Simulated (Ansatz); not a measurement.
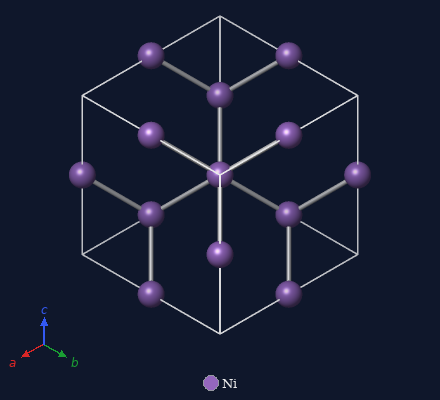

Ni (Fd-3m, No. 227): the end point of a relaxation with DFT, RPBE, plane waves (420 eV) with PAW, scalar-relativistic in Ansatz; the starting structure was generated, so it need not be a known form of this composition.

```cif
data_structure
_symmetry_space_group_name_H-M 'P 1'
_symmetry_Int_Tables_number 1
_cell_length_a 5.1607
_cell_length_b 5.1607
_cell_length_c 5.1607
_cell_angle_alpha 90.000
_cell_angle_beta 90.000
_cell_angle_gamma 90.000
_cell_volume 137.45
loop_
_atom_site_label
_atom_site_type_symbol
_atom_site_fract_x
_atom_site_fract_y
_atom_site_fract_z
_atom_site_occupancy
Ni1 Ni 0.75000 0.75000 0.75000 1
Ni2 Ni 0.00000 0.50000 0.00000 1
Ni3 Ni 0.75000 0.25000 0.25000 1
Ni4 Ni 0.00000 0.00000 0.50000 1
Ni5 Ni 0.25000 0.75000 0.25000 1
Ni6 Ni 0.50000 0.50000 0.50000 1
Ni7 Ni 0.25000 0.25000 0.75000 1
Ni8 Ni 0.50000 0.00000 0.00000 1
```

Q: What will a Z-contrast image along [111] show? The image is simulated as a sum over atoms of Z^1.7, blurred by a 1.25 Å probe (no channelling). The display is stretched by a gamma of 0.65; percentages refer to the linear signal.

A: The columns repeat on a hexagonal net with a repeat of 2.11 Å (plane group p6mm). All columns are alike (Ni). The shortest distance between visible columns is 2.11 Å in projection. Along the beam the structure repeats every 8.94 Å.

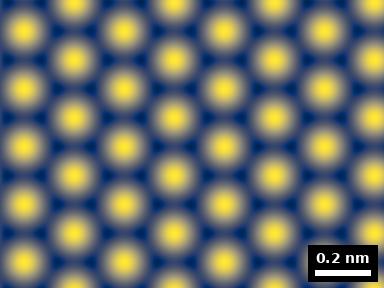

The simulated image.
